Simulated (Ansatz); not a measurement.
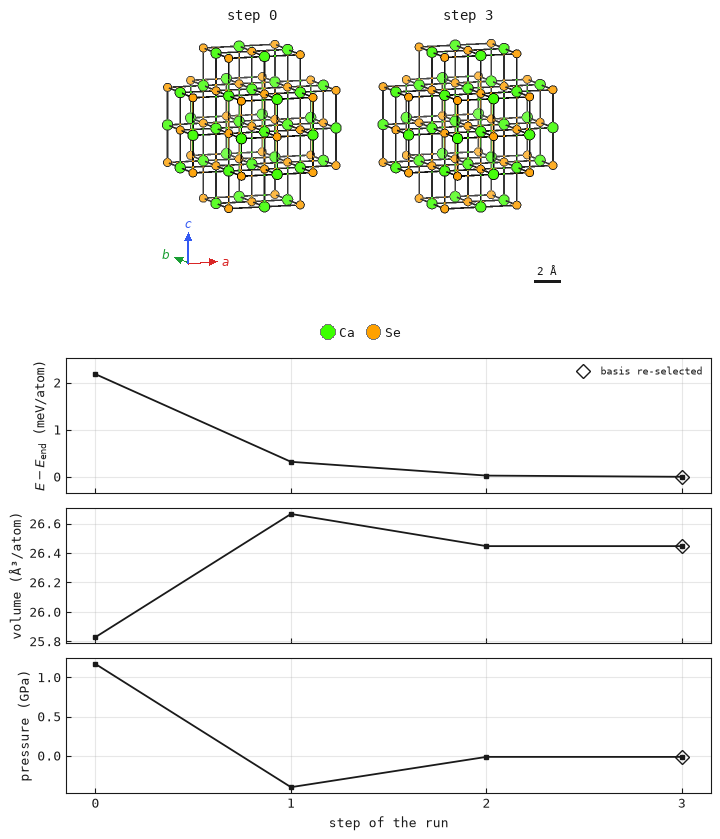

First and last geometry of a relaxation of a crystal of CaSe (set up in Fm-3m), with the history of the run. A ball-and-stick model of the conventional cell (4 times the calculation's cell), seen slightly off an axis. Lengths and directions refer to the drawn axes.

Theory: DFT PBE, scalar-relativistic, plane waves, PAW (Ansatz). (plane-wave cutoff 420 eV; k-point mesh 8 × 8 × 8; occupations gaussian; smearing width 0.02 eV; no spin polarisation; cell and atoms relaxed; force threshold 0.01 eV/Å; at most 80 steps)

Did the run converge, and what did it change?

Answer. It converged. No atom moves by more than 0.005 Å relative to the cell. The drawn cell changes as follows: a = b = c 5.912 → 5.959 Å (+0.8 %); the volume changes by +2.4 %. Among the contacts that change: Ca–Se 2.956 → 2.979 Å. The space group stays Fm-3m (No. 225). Over 2 accepted moves (3 points after the start) the energy falls by 2.2 meV per atom. All forces vanish by symmetry, so only the cell relaxes. The pressure goes from 1.17 to −0.01 GPa. The SCF was repeated once at an unchanged geometry on a basis and grid sized afresh for the cell, which shifted the energy by less than 0.05 meV per atom at most.

| step | E − E(0), meV/atom | pressure, GPa | volume, Å³/atom | note |
| --- | --- | --- | --- | --- |
| 0 | 0.00 | 1.17 | 25.829 |  |
| 1 | -1.86 | -0.40 | 26.665 |  |
| 2 | -2.16 | -0.01 | 26.447 |  |
| 3 | -2.18 | -0.01 | 26.447 | same geometry, new basis |
